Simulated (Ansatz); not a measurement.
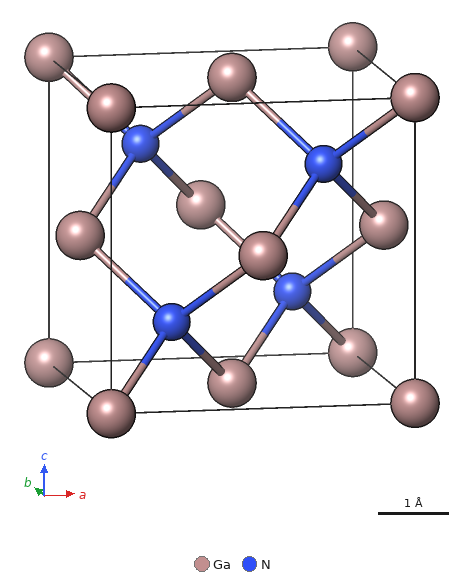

Normal modes of a crystal of GaN relaxed at 2 GPa, space group F-43m (No. 216), at the zone centre. Style: ball-and-stick. Shown: the conventional cell (4 times the calculation's cell), slightly off an axis. Lengths and directions refer to the drawn axes.

All numbers below come from Ansatz, DFT LDA, scalar-relativistic, plane waves, PAW.

The input:
```yaml
crystal:
  lattice:
    - [0.0, 2.220508405, 2.220508405]
    - [2.220508405, 0.0, 2.220508405]
    - [2.220508405, 2.220508405, 0.0]
  atoms:
    - { symbol: Ga, position: [0.0, 0.0, 0.0] }
    - { symbol: "N", position: [0.75, 0.75, 0.75] }
basis:
  ecutwfc: 420
kpoints:
  mp_grid: { grid: [10, 10, 10] }
hamiltonian:
  xc: lda
scf:
  occupations: { method: fixed }
output:
  eigenvalues: true
phonons:
  method: dfpt
  dielectric: true
  rigid_motions: translations
  eigenvectors: true
```

Command:
```bash
ansatz run input.yaml --threads 1 --pin off --max-ram 3072MiB --backend cpu --events-out ev --progress --plain --runs-dir out
```

Frequencies are those without the non-analytic (LO–TO) term.

Which optical modes does it have, at what frequencies, and is it stable there?

Answer. The calculation's cell holds 2 atoms, so there are 3 optical modes, in 1 level. The optical modes span T₂. No level is unstable.

```tsv
level	symmetry	frequency (cm⁻¹)	activity
1	T₂	561	infrared- and Raman-active
```

The displacement patterns (one member of each degenerate set):

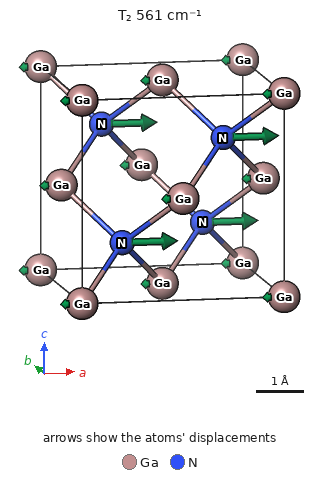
